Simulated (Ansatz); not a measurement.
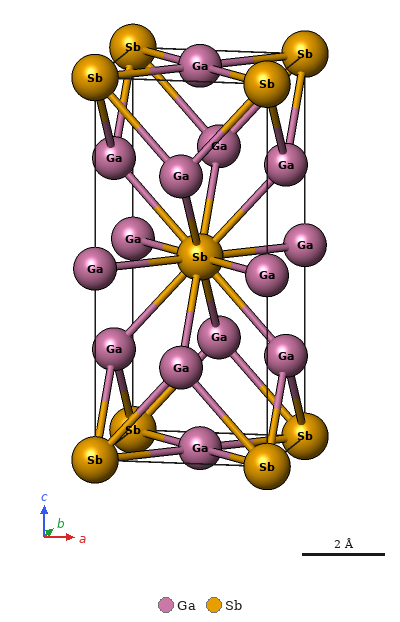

**Figure 1.** The structure as given in the input (ball-and-stick view of the cell 2 times as large as that of the calculation, set on its symmetry axes, seen slightly off an axis). An atom can appear more than once, as a periodic image.

## Single-point calculation of Ga3Sb

- system: Ga3Sb (I4/mmm, 4 atoms in the cell)
- method: DFT PBEsol, scalar-relativistic, plane waves, PAW, no spin polarisation (Ansatz 0.2.0)

The structure derives from a Materials Project entry. It belongs to a series of runs on one base structure; here: ecut: 520 eV.

The program's output
```
Engine: ansatz 0.2.0, x86_64-unknown-linux-gnu
Pseudopotentials: kind: paw
Pseudopotential: Ga, paw, valence charge 13, recommended cutoff 420 eV (normal), Ga.paw.azcp
Pseudopotential: Sb, paw, valence charge 15, recommended cutoff 420 eV (normal), Sb.paw.azcp
Functional definition: PBEsol
  exchange = pbesol_x
  correlation = pbesol_c
Crystal: 4 atoms, lattice volume = 88.743 Å³
Basis set: ecut = 520 eV, 2397 PW (Γ), exchange–correlation on 90×90×90 points (8 copies of the dense FFT grid, shifted against one another)
Bands: 33, of which v1, the nominal top of the filled ones, is band 27 counted from 1 (26 counted from 0)
Symmetry: 16 space group operations
Space group: I4/mmm (ITA 139), of the structure as read, at distance tolerance 4.5e-5 Å
k-points: 244 of 2744
Non-local potential: Ga, projectors of the file, l = 0: 2, l = 1: 2, l = 2: 3, l = 3: 1
Non-local potential: Sb, projectors of the file, l = 0: 2, l = 1: 2, l = 2: 2, l = 3: 2
PAW form: soft (Blöchl's): semilocal exchange-correlation on the pseudo side does not see the compensation charge
PAW frozen core: Ga, regenerated for the run's functional, and the local potential with it (the file was generated under x = pbe(κ = 0.804, μ = 0.2195149727645171), c = pbe(β = 0.06672455060314922))
PAW frozen core: Sb, regenerated for the run's functional, and the local potential with it (the file was generated under x = pbe(κ = 0.804, μ = 0.2195149727645171), c = pbe(β = 0.06672455060314922))
PAW one-centre angular grid: Ga, 590 points (default); XC on 64 Gauss nodes
PAW one-centre angular grid: Sb, 590 points (default); XC on 64 Gauss nodes
Initial density: superposition of atomic densities (neutral atoms: chi_scale 0, normalization atom), corrected by the library's trained network
Initial wavefunctions: pseudopotential atomic-orbital guess
Functional: x = pbesol(κ = 0.804, μ = 0.12345679012345678), c = pbesol(β = 0.046)
SCF iter   1: F=—  HF=-17637.312049 eV  |F-HF|=—  |Δ(HF+E_count)|=         —  Δρ=1.87e-3  dr2=2.70e-3  ethr=1.77e-3  ⟨swp⟩=6.6  Hψ=32804  notcnv=0  defer=14
preconditioner: auto → Kerker (q_TF=auto, 2.512 Å⁻¹)  [metal: Δε(μ)=0.021 eV  Ē_g=17.651 eV  σ=0.100 eV  W_gap=0.12  n_scr=30 (ndim 8)  ℏωp=29.0 eV  f_vac=0.000  D(μ)=1.88/eV (n_scr^D=10)]
SCF iter   2: F=—  HF=-17637.308262 eV  |F-HF|=—  |Δ(HF+E_count)|=   3.79e-3  Δρ=1.21e-3  dr2=8.98e-4  ethr=5.00e-6  ⟨swp⟩=2.0  Hψ=15260  notcnv=0  defer=17
SCF iter   3: F=—  HF=-17637.308028 eV  |F-HF|=—  |Δ(HF+E_count)|=   2.34e-4  Δρ=6.05e-4  dr2=3.18e-4  ethr=1.66e-6  ⟨swp⟩=2.9  Hψ=14104  notcnv=0  defer=17
SCF iter   4: F=—  HF=-17637.307938 eV  |F-HF|=—  |Δ(HF+E_count)|=   9.01e-5  Δρ=1.51e-4  dr2=2.05e-5  ethr=5.90e-7  ⟨swp⟩=2.4  Hψ=14026  notcnv=0  defer=17
SCF iter   5: F=—  HF=-17637.307951 eV  |F-HF|=—  |Δ(HF+E_count)|=   1.32e-5  Δρ=3.17e-5  dr2=9.73e-7  ethr=3.79e-8  ⟨swp⟩=2.0  Hψ=13447  notcnv=0  defer=17
SCF iter   6: F=—  HF=-17637.307951 eV  |F-HF|=—  |Δ(HF+E_count)|=   1.54e-7  Δρ=2.28e-5  dr2=2.92e-7  ethr=1.80e-9  ⟨swp⟩=2.0  Hψ=14360  notcnv=0  defer=17
SCF iter   7: F=-17637.307951 eV  HF=-17637.307951 eV  |F-HF|=4.78e-8  |Δ(HF+E_count)|=   3.22e-7  Δρ=9.19e-6  dr2=5.26e-8  ethr=1.85e-10  ⟨swp⟩=11.9  Hψ=68804  notcnv=0
SCF 1 converged in 7 iterations: F = -17637.307951 eV  dr2 = 5.26e-8
  greatest PAW one-centre occupation: 0.996 electrons in one spin orbital (limit 2), on the Sb atom at site 3 (counted from 0), in its partial waves of l = 2
```

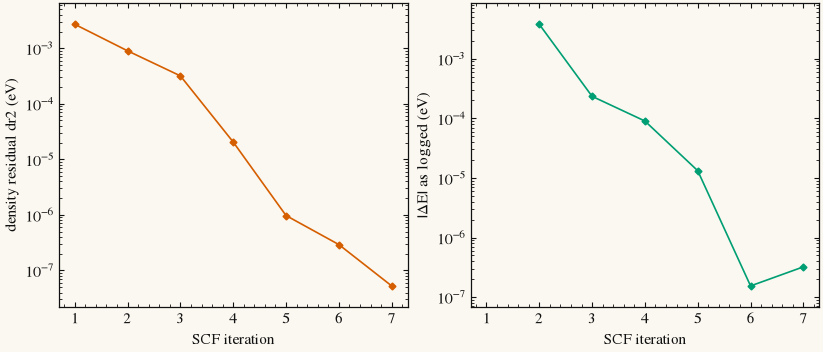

**Figure 2.** Convergence of the self-consistent field: density residual dr2 and size of the energy change against the SCF iteration. The residual falls at every step.

```
SCF converged after 7 iterations
Free energy (F): -17637.307951 eV
Harris-Foulkes:  -17637.307951 eV  (|F-HF|=4.78e-8)
Internal energy: -17637.298540 eV  (E = F + TS)
E sigma→0 (E₀):  -17637.303245 eV
Entropy (-TS):   -0.009411 eV (-2.353 meV/atom)
Fermi energy:    9.359353 eV
--- Per-component energies (eV) ---
  E_band       = -290.997568
  E_kinetic    = 548.730984
  E_local      = -6980.890114  (includes V_loc(G=0)·N_el)
  E_nonlocal   = 1633.053656
  E_hartree    = 3242.852403
  E_xc         = -343.337740
  E_vxc        = -270.361606  (∫ρ·V_xc dr)
  E_paw        = -10335.913199  (= ΣΔE_a)
  E_vpaw       = -1707.221230  (= ΣTr[D̂ρ^β])
  E_aug_tail   = -0.000047  (compensation charges beyond the density's cutoff)
  E_ewald      = -5404.715273
  E_core_change = 2.920790  (= ΣΔE_core)
  E_smearing   = -0.009411  (= −TS)
  E_closure    = -0.000000  (closes the sum)
  Σ components = -17637.307951   (vs F -17637.307951, Δ=0.00e0)
--- Forces (eV/Å), atoms counted from 1 ---
  atom   1  Ga    -0.00000000     0.00000000     0.00000000
  atom   2  Ga     0.00000000     0.00000000     0.00000000
  atom   3  Ga     0.00000000     0.00000000    -0.00000000
  atom   4  Sb    -0.00000000     0.00000000     0.00000000
  max |Σ_I F_I| component: 2.08e-17 eV/Å
--- Stress (GPa, compression-positive) ---
       -3.312322       0.000000       0.000000
        0.000000      -3.312322       0.000000
        0.000000       0.000000      -3.775613
  P = ⅓ Tr σ = -3.4668 GPa (-34.668 kbar)
--- Band table (eV; the first three rows and the last of 244) ---
  k-point 0: bands = ["-19.6234", "-19.6164", "-19.6164", "-19.6066", "-19.6061", "-5.5203", "-5.4703", "-5.4592", "-5.4188", "-5.4188", "-5.4101", "-5.4101", "-5.3826", "-5.3742", "-5.3663", "-5.3298", "-5.3072", "-5.3072", "-5.2979", "-5.2333", "-2.1397", "3.9727", "5.5509", "6.3844", "7.4611", "7.6269", "7.6269", "9.1176", "9.1176", "10.3514", "10.6150", "13.8345", "13.8345"]
  k-point 1: bands = ["-19.6233", "-19.6164", "-19.6164", "-19.6067", "-19.6057", "-5.5144", "-5.4669", "-5.4553", "-5.4223", "-5.4162", "-5.4100", "-5.4096", "-5.3803", "-5.3740", "-5.3645", "-5.3324", "-5.3117", "-5.3075", "-5.3009", "-5.2404", "-2.0642", "3.9249", "5.6302", "5.9655", "6.9531", "7.3048", "8.3217", "8.5340", "9.7955", "11.0601", "11.0689", "12.7848", "13.9284"]
  k-point 2: bands = ["-19.6229", "-19.6166", "-19.6165", "-19.6070", "-19.6048", "-5.5010", "-5.4557", "-5.4454", "-5.4303", "-5.4099", "-5.4097", "-5.4075", "-5.3739", "-5.3729", "-5.3601", "-5.3404", "-5.3240", "-5.3111", "-5.3094", "-5.2569", "-1.8383", "3.7231", "5.5896", "5.8496", "6.1772", "6.6592", "7.7440", "9.4818", "11.0773", "11.1479", "12.0605", "12.2605", "14.2124"]
  k-point 243: bands = ["-19.6233", "-19.6163", "-19.6163", "-19.6065", "-19.6062", "-5.5144", "-5.4982", "-5.4798", "-5.4798", "-5.4373", "-5.4218", "-5.3801", "-5.3544", "-5.3446", "-5.3446", "-5.3044", "-5.3044", "-5.3004", "-5.2928", "-5.2334", "-1.2258", "0.6572", "5.6092", "6.4810", "6.4810", "6.9613", "11.4258", "11.9992", "11.9992", "13.2546", "13.3513", "13.7032", "15.1388"]
```

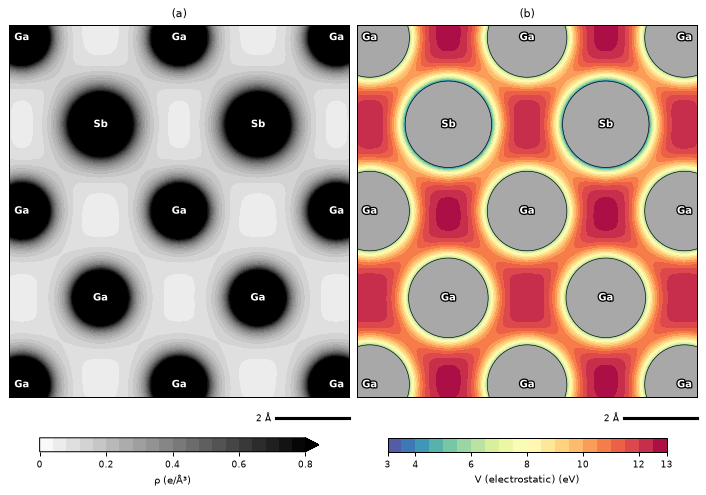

**Figure 3.** (a) valence pseudo-density; (b) electrostatic potential (local pseudopotential plus Hartree) felt by an electron on the (010) plane of the conventional cell. Grey discs, where drawn, cover atomic cores. Ga–Sb (3.21 Å): ρ at the midpoint is about 0.16 e/Å³. Away from the nuclei the density in this plane falls to 0.06 e/Å³ at its lowest. Outside the cores the potential energy rises away from the atoms and is highest about 2.1 Å from the nearest atoms; outside the discs it spans about 10 eV, and its zero is arbitrary. Core electrons are frozen (PAW), so the fields are smoothed inside the atomic spheres.

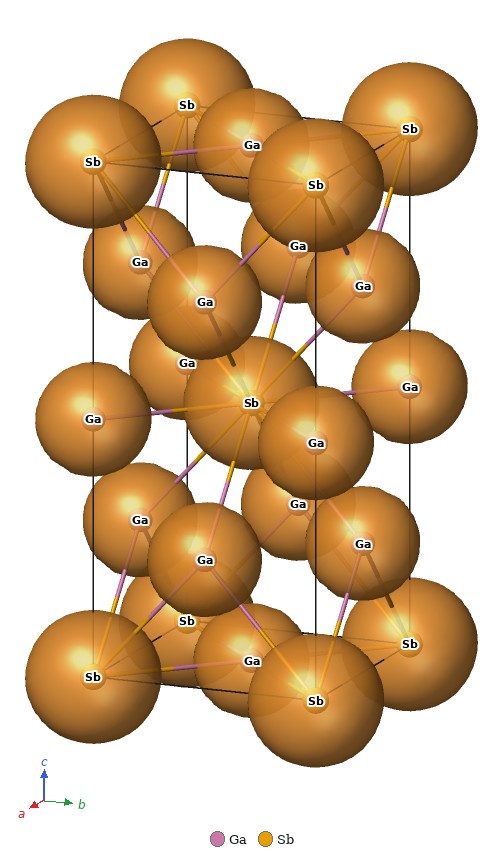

**Figure 4.** Isosurface of the valence pseudo-density at 0.3 e/Å³ (orange), seen slightly off an axis. Sticks mark near contacts. The outline is the cell set on symmetry axes. At this value the density breaks into separate islands; it holds about 80 % of the electrons treated as valence (semicore included). It is pinched off along the Ga–Sb (3.05 Å) and Ga–Sb (3.21 Å) contacts. On the grid the lowest density along these lines, outside the cores, is 0.2 e/Å³ (Ga–Sb, 3.05 Å) and 0.15 e/Å³ (Ga–Sb, 3.21 Å).

This output came from the following input.

The input
```yaml
crystal:
  lattice:
    - [-2.158799, 2.158799, 4.760484]
    - [2.158799, -2.158799, 4.760484]
    - [2.158799, 2.158799, -4.760484]
  atoms:
    - { symbol: Ga, position: [0.75, 0.25, 0.5] }
    - { symbol: Ga, position: [0.25, 0.75, 0.5] }
    - { symbol: Ga, position: [0.5, 0.5, 0.0] }
    - { symbol: Sb, position: [0.0, 0.0, 0.0] }
basis:
  ecutwfc: 520
kpoints:
  mp_grid: { grid: [14, 14, 14] }
hamiltonian:
  xc: pbesol
scf:
  occupations: { method: gaussian, width: 0.1 }
output:
  forces: true
  stress: true
  eigenvalues: true
  write_density: true
  write_potential: true
  elf: true
  volumetric_format: npy
```

Command:
```bash
ansatz run input.yaml --threads 1 --pin off --max-ram 2560MiB --backend cpu --events-out ev --progress --plain --runs-dir out
```

Results in brief

- outcome: converged
- space group (tolerance 0.01 Å): I4/mmm (139)
- electrons treated: 54
- free energy: −17637.3080 eV
- Fermi energy: 9.359 eV
- gap on the k-point mesh: none (metallic)
- pressure: −3.47 GPa
- largest force (length of the vector): under 0.001 eV/Å
- hardware: 1 thread of Intel Xeon @ 2.50GHz (Skylake/Cascade Lake), 189 GiB of memory available, shared host
- wall time: 2.2 min
- peak memory: 0.91 GiB
